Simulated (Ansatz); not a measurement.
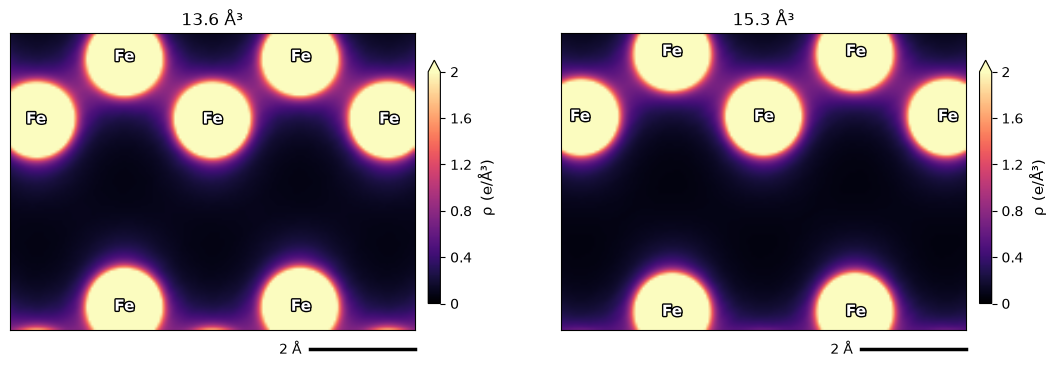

Fe. The valence pseudo-density of cells scaled evenly to different volumes (given per atom above each panel), on the (011̄) plane of each (indices in the axes of the cell below), at one length scale and on one colour scale.

A generated structure, not necessarily the stable one; computed without spin polarisation.

These are results of DFT, revPBE, plane waves (420 eV) with PAW, scalar-relativistic in Ansatz 0.2.0, not measurements.

The largest cell:

```
CELL_PARAMETERS angstrom
0.00000 2.48497 2.48497
2.48497 0.00000 2.48497
2.48497 2.48497 0.00000
ATOMIC_POSITIONS crystal
Fe 0.12500 0.12500 0.12500
Fe 0.87500 0.87500 0.87500
```

| volume (Å³/atom) | Fe–Fe contact in the plane (Å) | ρ at its midpoint (e/Å³) | 
| --- | --- | --- |
| 13.57 | 2.066 | 0.800 | 
| 14.75 | 2.124 | ? | 
| 15.34 | 2.152 | 0.690 | 

> Estimate the missing row, and compare with the calculation.

Over the known rows ln ρ falls by 1.72 per Å of Fe–Fe distance (the line through the two), which gives 0.724 e/Å³ at 2.124 Å; the calculation gives 0.728 e/Å³.
